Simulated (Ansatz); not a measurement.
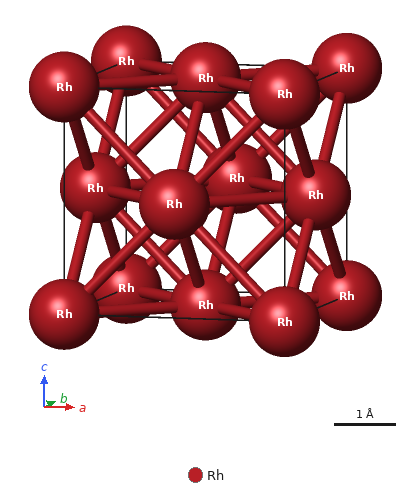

Fig. 1: The input geometry (ball-and-stick view of the cell 4 times as large as that of the calculation, set on its symmetry axes, seen slightly off an axis). An atom can appear more than once, as a periodic image. Near neighbours in the periodic cell (some may lie outside the picture): Rh has 12 Rh at 2.69 Å.

Run report: Rh, single-point calculation

Rh (Fm-3m, 1 atom in the cell), computed with DFT r2SCAN, scalar-relativistic, plane waves, PAW, no spin polarisation (Ansatz 0.2.0).

The structure derives from a Materials Project entry.

What the program printed
```
Engine: ansatz 0.2.0, x86_64-unknown-linux-gnu
Pseudopotentials: kind: paw
Pseudopotential: Rh, paw, valence charge 17, recommended cutoff 500 eV (meta_gga), Rh.paw.azcp
Functional definition: r2SCAN
  parameter k0 = 0.174
  parameter k1 = 0.065
  parameter a1 = 4.9479
  exchange = r2scan_x(k0 = k0, k1 = k1, a1 = a1)
  correlation = r2scan_c
Crystal: 1 atoms, lattice volume = 13.783 Å³
Basis set: ecut = 500 eV, 339 PW (Γ), exchange–correlation on 80×80×80 points (64 copies of the dense FFT grid, shifted against one another)
Bands: 13, of which v1, the nominal top of the filled ones, is band 9 counted from 1 (8 counted from 0)
Symmetry: 48 space group operations
Space group: Fm-3m (ITA 225), of the structure as read, at distance tolerance 2.4e-5 Å
k-points: 29 of 512
Non-local potential: Rh, projectors of the file, l = 0: 3, l = 1: 2, l = 2: 2, l = 3: 1
PAW form: soft (Blöchl's): semilocal exchange-correlation on the pseudo side does not see the compensation charge
PAW frozen core: Rh, regenerated for the run's functional (the file was generated under x = pbe(κ = 0.804, μ = 0.2195149727645171), c = pbe(β = 0.06672455060314922))
PAW one-centre angular grid: Rh, 590 points (default); XC on 160 Gauss nodes
Initial density: superposition of atomic densities (neutral atoms: chi_scale 0, normalization atom), corrected by the library's trained network
Initial wavefunctions: pseudopotential atomic-orbital guess
Functional: x = r2scan, c = r2scan; τ floored in thin density (d = 2e-4 eV/Å³)
SCF iter   1: F=—  HF=-6415.237646 eV  |F-HF|=—  |Δ(HF+E_count)|=         —  Δρ=1.37e-2  dr2=7.01e-3  dr2_τ=1.08e-2  ethr=1.77e-3  ⟨swp⟩=5.2  Hψ=2113  notcnv=0
preconditioner: auto → none  [metal: Δε(μ)=0.075 eV  Ē_g=14.669 eV  σ=0.100 eV  W_gap=0.39  n_scr=0 (ndim 8)  ℏωp=30.0 eV  f_vac=0.000  D(μ)=1.61/eV (n_scr^D=14)]
SCF iter   2: F=—  HF=-6415.249044 eV  |F-HF|=—  |Δ(HF+E_count)|=   1.14e-2  Δρ=7.61e-3  dr2=1.73e-3  dr2_τ=3.35e-4  ethr=4.12e-5  ⟨swp⟩=2.3  Hψ=827  notcnv=0  defer=10
SCF iter   3: F=—  HF=-6415.249624 eV  |F-HF|=—  |Δ(HF+E_count)|=   5.80e-4  Δρ=1.64e-3  dr2=3.05e-4  dr2_τ=5.36e-5  ethr=1.02e-5  ⟨swp⟩=2.4  Hψ=604  notcnv=0  defer=10
SCF iter   4: F=—  HF=-6415.249538 eV  |F-HF|=—  |Δ(HF+E_count)|=   8.59e-5  Δρ=3.08e-4  dr2=8.35e-6  dr2_τ=1.40e-6  ethr=1.79e-6  ⟨swp⟩=2.5  Hψ=566  notcnv=0  defer=10
SCF iter   5: F=—  HF=-6415.249541 eV  |F-HF|=—  |Δ(HF+E_count)|=   2.83e-6  Δρ=7.76e-5  dr2=1.83e-7  dr2_τ=1.83e-8  ethr=4.91e-8  ⟨swp⟩=2.3  Hψ=516  notcnv=0  defer=10
SCF iter   6: F=-6415.249541 eV  HF=-6415.249541 eV  |F-HF|=3.44e-9  |Δ(HF+E_count)|=   3.68e-7  Δρ=8.26e-6  dr2=3.64e-9  dr2_τ=3.94e-10  ethr=5.88e-10  ⟨swp⟩=5.6  Hψ=1810  notcnv=0
SCF 1 converged in 6 iterations: F = -6415.249541 eV  dr2 = 3.64e-9
  greatest PAW one-centre occupation: 1.000 electrons in one spin orbital (limit 2), on the Rh atom at site 0 (counted from 0), in its partial waves of l = 0
SCF converged after 6 iterations
Free energy (F): -6415.249541 eV
Harris-Foulkes:  -6415.249541 eV  (|F-HF|=3.44e-9)
Internal energy: -6415.241799 eV  (E = F + TS)
E sigma→0 (E₀):  -6415.245670 eV
Entropy (-TS):   -0.007742 eV (-7.742 meV/atom)
Fermi energy:    22.177390 eV
--- Per-component energies (eV) ---
  E_band       = -103.032380
  E_kinetic    = 573.287378
  E_local      = -1567.920425  (includes V_loc(G=0)·N_el)
  E_nonlocal   = 355.556158
  E_hartree    = 551.878796
  E_xc         = -216.783827
  E_vxc        = -314.070880  (∫ρ·V_xc dr)
  E_paw        = -3604.317876  (= ΣΔE_a)
  E_vpaw       = -274.884607  (= ΣTr[D̂ρ^β])
  E_aug_tail   = 0.000704  (compensation charges beyond the density's cutoff)
  E_vtau       = 21.239723  (kinetic-family band-sum trace: ∫τ·v_τ [+ j·A + Jᵃ·Aᵃ] dr)
  E_ewald      = -2506.572748
  E_core_change = -0.369959  (= ΣΔE_core)
  E_smearing   = -0.007742  (= −TS)
  E_closure    = 0.000000  (closes the sum)
  Σ components = -6415.249541   (vs F -6415.249541, Δ=0.00e0)
--- Forces (eV/Å), atoms counted from 1 ---
  atom   1  Rh    -0.00000000     0.00000000    -0.00000000
  max |Σ_I F_I| component: 1.19e-31 eV/Å
--- Stress (GPa, compression-positive) ---
       -0.589463       0.000000       0.000000
       -0.000000      -0.589463       0.000000
       -0.000000      -0.000000      -0.589463
  P = ⅓ Tr σ = -0.5895 GPa (-5.895 kbar)
--- Band table (eV; the first three rows and the last of 29) ---
  k-point 0: bands = ["-58.9618", "-25.6062", "-25.6062", "-25.6062", "14.0144", "19.0027", "19.0027", "19.0027", "21.0838", "21.0838", "38.6035", "44.2382", "44.2382"]
  k-point 1: bands = ["-58.9440", "-25.7223", "-25.6218", "-25.6218", "14.6403", "18.7613", "19.2242", "19.2242", "20.9848", "20.9848", "39.4340", "41.7460", "45.1504"]
  k-point 2: bands = ["-58.9011", "-25.9977", "-25.6595", "-25.6595", "15.8496", "18.9011", "19.3562", "19.3562", "21.2797", "21.2797", "37.9199", "40.2557", "47.3548"]
  k-point 28: bands = ["-58.7997", "-26.1126", "-26.1126", "-25.8965", "16.9788", "18.2466", "18.2466", "20.8812", "23.2064", "32.2421", "32.2421", "33.9872", "35.4014"]
```

This output came from the following input.

Input
```yaml
crystal:
  lattice:
    - [0.0, 1.9029860865, 1.9029860865]
    - [1.9029860865, 0.0, 1.9029860865]
    - [1.9029860865, 1.9029860865, 0.0]
  atoms:
    - { symbol: Rh, position: [0.0, 0.0, 0.0] }
basis:
  ecutwfc: 500
kpoints:
  mp_grid: { grid: [8, 8, 8] }
hamiltonian:
  xc: r2scan
scf:
  occupations: { method: gaussian, width: 0.1 }
output:
  forces: true
  stress: true
  eigenvalues: true
```

Launched with:
```bash
ansatz run input.yaml --threads 1 --pin off --max-ram 2560MiB --backend cpu --events-out ev --progress --plain --runs-dir out
```

Summary

| quantity | value |
| --- | --- |
| outcome | converged |
| space group (tolerance 0.01 Å) | Fm-3m (225) |
| electrons treated | 17 |
| free energy | −6415.2495 eV |
| Fermi energy | 22.177 eV |
| gap on the k-point mesh | none (metallic) |
| pressure | −0.59 GPa |
| largest force (length of the vector) | under 0.001 eV/Å |
| hardware | 1 thread of AMD EPYC (Zen 3), 189 GiB of memory available, shared host |
| wall time | 2.5 s |
| peak memory | 0.31 GiB |
